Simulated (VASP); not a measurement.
# Geometry relaxation of Ge₃Si₁₃ (part 3 of 3)

Continued. System: Ge₃Si₁₃ (Cm, 16 atoms in the cell). Method: Kohn-Sham DFT of a periodic cell, PBEsol, VASP PAW PBE potentials, recommended, no spin polarisation (VASP 6.6.1); cutoff 600 eV, 6×6×6 k-mesh, Gaussian smearing of 0.03 eV. The structure was built on a prototype by a generator; it need not be a known phase.

Geometry of the input (Å; fractional positions):
```
0.0004  5.4742  5.4737
5.4738  0.0007  5.4734
5.4745  5.4745  -0.0000
Ge 0.3765  0.3706  0.3764
Ge 0.3751  0.3749  0.8750
Ge 0.2484  0.7544  0.2486
Si 0.3763  0.8763  0.3764
Si 0.3763  0.8763  0.8710
Si 0.8750  0.3749  0.3752
Si 0.8750  0.3749  0.8750
Si 0.8709  0.8763  0.3764
Si 0.8750  0.8751  0.8749
Si 0.2473  0.2474  0.2526
Si 0.2473  0.2474  0.7527
Si 0.2486  0.7540  0.7487
Si 0.7541  0.2485  0.2487
Si 0.7540  0.2486  0.7487
Si 0.7501  0.7501  0.2499
Si 0.7501  0.7501  0.7499
```

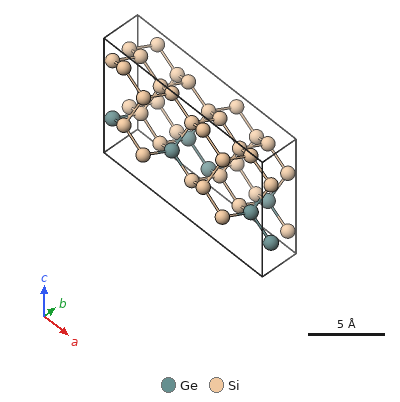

Fig. 1: The input geometry (ball-and-stick view of the cell 2 times as large as that of the calculation, set on its symmetry axes, seen slightly off an axis). An atom can appear more than once, as a periodic image.

Key numbers:

```json
{"quantity": "outcome", "value": "converged"}
{"quantity": "space group (tolerance 0.01 Å)", "value": "Cm (8)"}
{"quantity": "electrons treated", "value": "94"}
{"quantity": "free energy", "value": "−89.4137 eV"}
{"quantity": "gap on the k-point mesh", "value": "0.38 eV"}
{"quantity": "pressure", "value": "−0.01 GPa"}
{"quantity": "final volume", "value": "328.08 Å³"}
{"quantity": "largest force (length of the vector) at the end", "value": "0.002 eV/Å"}
{"quantity": "final cell", "value": "a = 7.742 Å, b = 7.741 Å, c = 7.743 Å, α = 59.99°, β = 60.00°, γ = 59.99°"}
{"quantity": "hardware", "value": "1 × NVIDIA H100 80GB, 1 thread of AMD EPYC (Zen 3), 1656 GiB of memory available, shared host"}
{"quantity": "wall time", "value": "23 min"}
{"quantity": "peak memory", "value": "2.2 GiB"}
```
